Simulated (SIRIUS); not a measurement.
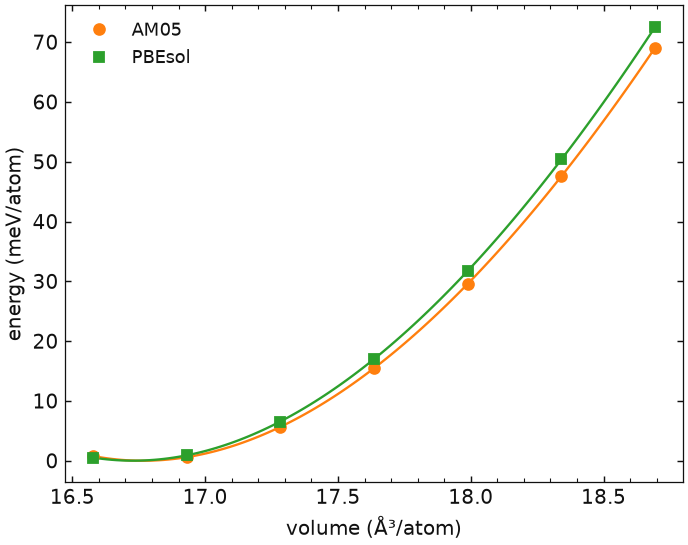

The figure shows the energy against volume, with one curve for each functional, for Ti (space group P6_3/mmc).

How it was computed, with SIRIUS 7.12.0: all-electron LAPW DFT, no spin polarisation; energies at scaled volumes of the given cell, shape and fractions fixed, counted from the fit's minimum, third-order Birch-Murnaghan fit. All runs: no spin polarisation.

```
       setting                 value
        k mesh               10×10×6
   occupations           Fermi–Dirac
smearing width               0.05 eV
    potentials  all electron FP LAPW
```

Q: Order the curves by fitted equilibrium volume, smallest first.

A: PBEsol 16.729, AM05 16.765 Å³/atom.

Limits of the calculation: shape and atomic fractions are frozen while scaling, which makes layered, chain and framework solids too stiff.
